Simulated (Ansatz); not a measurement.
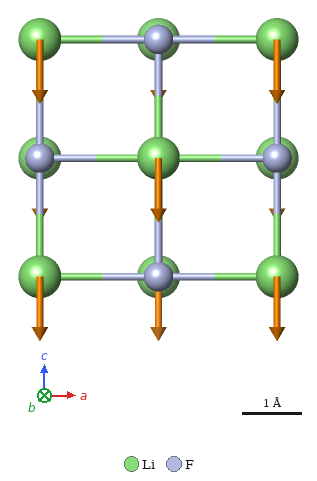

Energy scan for crystalline LiF (Fm-3m), in which the whole Li sublattice is shifted rigidly, towards the nearest copy of atom 2 (F) at 2.014 Å, all else fixed. The picture shows the reference cell. The orange arrows give the direction of positive displacement. Style: ball-and-stick. Shown: the conventional cell (4 times the calculation's cell), along the b axis. Lengths and directions refer to the drawn axes.

Computed with Ansatz 0.2.0, DFT r2SCAN, scalar-relativistic, plane waves, PAW. Settings: plane-wave cutoff 500 eV; k-point mesh 10 × 10 × 10; occupations gaussian; smearing width 0.05 eV; no spin polarisation. Energies (free energies at the smearing named) are counted from the cell as listed in its source, which wasn't relaxed.

```xyz
2
Lattice="0.0000 2.0140 2.0140 2.0140 0.0000 2.0140 2.0140 2.0140 0.0000" Properties=species:S:1:pos:R:3 pbc="T T T"
Li    0.0000    0.0000    0.0000
F     2.0140    2.0140    2.0140
```

What energies does the calculation give (the displacement: −0.500, −0.250, 0.000, 0.125, 0.375 Å)?

Answer.
```csv
displacement (Å),energy change (meV/cell)
−0.500,507
−0.250,68
0.000,0
0.125,14
0.375,204
```

The lowest computed point lies at the displacement 0.00 Å (0 meV/cell). At the highest point the shortest interatomic distance is 1.51 Å, against 2.01 Å in the reference. The distortion takes the space group from Fm-3m to I4mm.

As a plot:

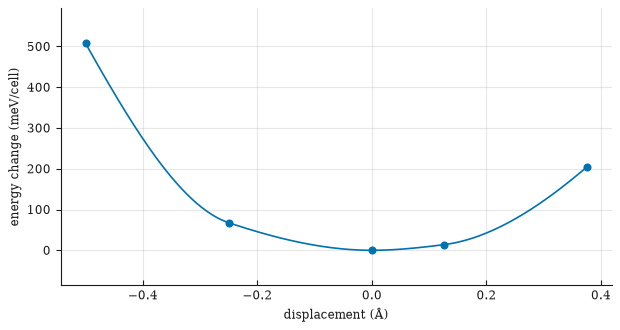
